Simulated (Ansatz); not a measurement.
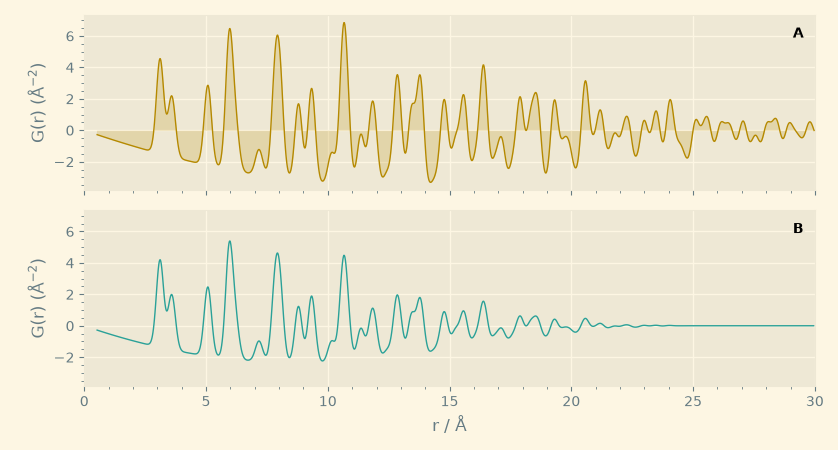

Computed X-ray G(r), with each pair weighted by the product of the atomic numbers (X-ray weights at Q = 0) and a uniform peak width σ = 0.15 Å, for spherical particles of Zr with the bulk structure: the bulk G(r) is multiplied by the envelope of a sphere of diameter D, 1 − 3r/2D + r³/2D³, with no surface relaxation. The number density is 0.0431 atoms per Å³. It is based on the input geometry of an electronic-structure calculation (not necessarily at equilibrium); the starting structure was generated, so it need not be a known form of this composition.

**The diameters are 25 and 40 Å. Which curve belongs to which?**

curve A: 40 Å; curve B: 25 Å. The smaller the particle, the sooner the oscillations die out.
